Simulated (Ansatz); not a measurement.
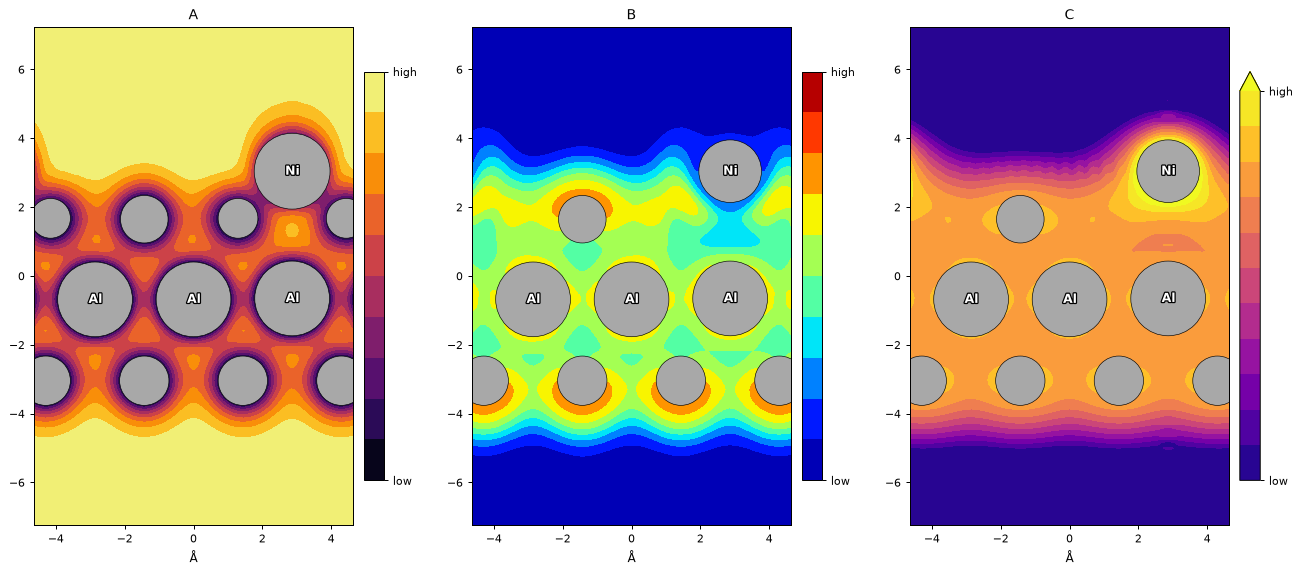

Al₂₇Ni (slab): 3 fields on the (100) plane of the calculation cell, a cut from vacuum to vacuum, with unlabelled colour scales. Grey discs cover the atomic cores.

The program warned that a starting moment wasn't kept; spin-polarised, but the moments vanished.

Theory: DFT PBE, scalar-relativistic, plane waves, PAW in Ansatz.

```
Al Ni
1.0
     8.59135    0.00000    0.00000
     4.29567    7.44032    0.00000
     0.00000    0.00000   17.67654
Al Ni
27 1
Direct
  0.11111 0.11111 0.05657
  0.44444 0.11111 0.05657
  0.77778 0.11111 0.05657
  0.11111 0.44444 0.05657
  0.44444 0.44444 0.05657
  0.77778 0.44444 0.05657
  0.11111 0.77778 0.05657
  0.44444 0.77778 0.05657
  0.77778 0.77778 0.05657
  0.88978 0.22284 0.19026
  0.22222 0.22222 0.19042
  0.55405 0.22284 0.19026
  0.88978 0.55405 0.19026
  0.22284 0.55405 0.19026
  0.55556 0.55556 0.19180
  0.88889 0.88889 0.18846
  0.22284 0.88978 0.19026
  0.55405 0.88978 0.19026
  0.00005 0.00005 0.32205
  0.33243 0.00180 0.32606
  0.66657 0.00005 0.32205
  0.00180 0.33243 0.32606
  0.33243 0.33243 0.32606
  0.67755 0.31157 0.32350
  0.00005 0.66657 0.32205
  0.31157 0.67755 0.32350
  0.67755 0.67755 0.32350
  0.55556 0.55556 0.40095
```

Q: Match the panels to the quantities (electron localisation function, electrostatic potential energy of an electron and valence pseudo-density).

A: Panel A: electrostatic potential energy of an electron (low next to the atoms, rising into the space between them). Panel B: electron localisation function. Panel C: valence pseudo-density. From the grid: Al–Al (2.87 Å): ρ at the midpoint is about 0.2 e/Å³; the ELF peaks at about 0.60 between the atoms. Al–Al (2.87 Å): the density is about 0.2 e/Å³ at the midpoint; the ELF peaks at about 0.60 between the atoms.
